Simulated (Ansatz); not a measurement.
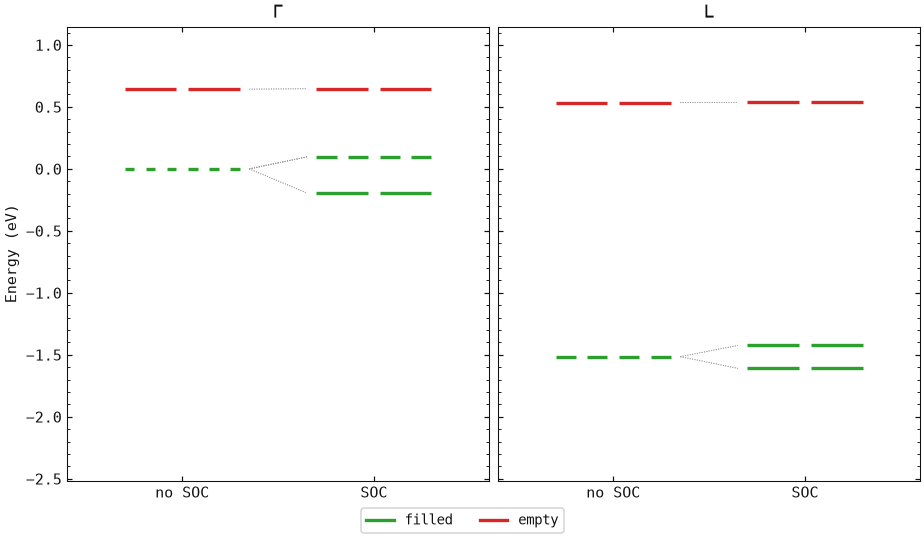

Levels at Γ and L, each bar one state with spin counted. Zero is the valence top without spin-orbit coupling, and the two sets are aligned on the mean of the six top valence states at Γ.

System: diamond-type Ge, space group Fd-3m (No. 227), 2 atoms in the primitive cell, volume scaled by a factor 0.98; cubic a = 5.620 Å. Run without spin-orbit coupling: r2SCAN, Ansatz PAW, 8×8×8 k mesh, 500 eV cutoff, Fermi-Dirac smearing of 0.05 eV (Ansatz 0.2.0). Run with it: r2SCAN, Ansatz PAW, 8×8×8 k mesh, 500 eV cutoff, Fermi-Dirac smearing of 0.05 eV (Ansatz). Neither carries moments.

Q: How does spin-orbit coupling split the valence top at Γ?

A: The threefold valence top at Γ (six states with spin) splits into a fourfold level on top and a twofold one 0.29 eV below it, the split-off level.

Q: What happens to the direct gaps?

A: The vertical gap goes from 0.64 to 0.55 eV at Γ and from 2.05 to 1.96 eV at L. A third of the splitting is 0.10 eV, which accounts for the change at Γ: the fourfold level rises by about that much.

Q: And the smallest gap over all k points computed?

A: It narrows from 0.53 eV (valence top at Γ, conduction bottom at L) to 0.44 eV.

The PAW data sets were made with another functional. LDA, GGA and most meta-GGA functionals understate gaps.
